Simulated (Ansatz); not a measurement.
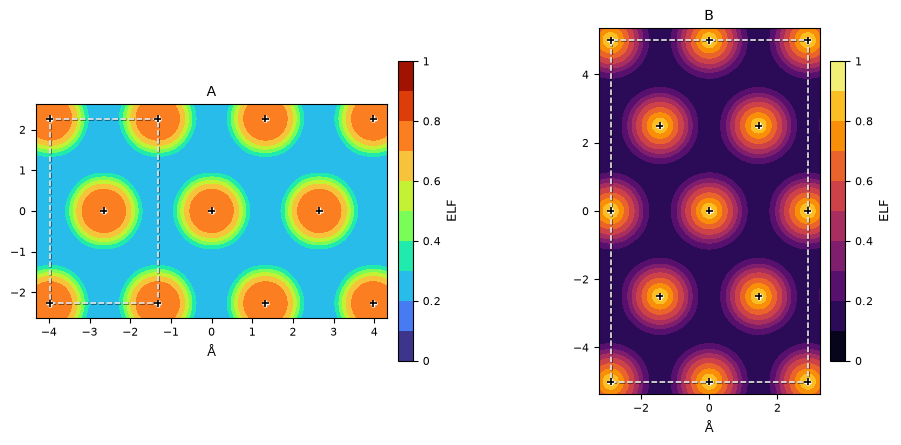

The electron localisation function of 2 systems, each on a plane through atoms (crosses mark nuclei in the plane).

These are results of DFT PBE, scalar-relativistic, plane waves, PAW in Ansatz 0.2.0, not measurements.

System 1: Rh, the (101̄) plane of the conventional cell. Space group I4/mmm; changed on purpose from its base cell (strain -0.015 along x and y, -0.030 along z, atoms carried along); computed pressure about 26 GPa in this cell; computed without spin polarisation.

```
Rh
1.0
     1.87303   -1.87303    0.00000
     1.87303    1.87303    0.00000
     0.00000    0.00000    3.68901
Rh
2
Direct
  0.00000 0.00000 0.00000
  0.50000 0.50000 0.50000
```

System 2: Ag, the (11̄0) plane of the conventional cell. Space group Imm2; changed on purpose from its base cell (atom 1 (Ag) moved +0.030 A towards its neighbour atom 2 (Ag) at 2.889 A); computed pressure about 5 GPa in this cell.

Match each panel to its system.

Panel A is system 1, Rh: the plane holds Rh. Rh–Rh (2.63 Å): the ELF is about 0.25 at the midpoint (no localised pair shows between them). Panel B is system 2, Ag: the plane holds Ag. Ag–Ag (2.89 Å): the ELF is about 0.15 at the midpoint; no shared electron pair shows on this line.
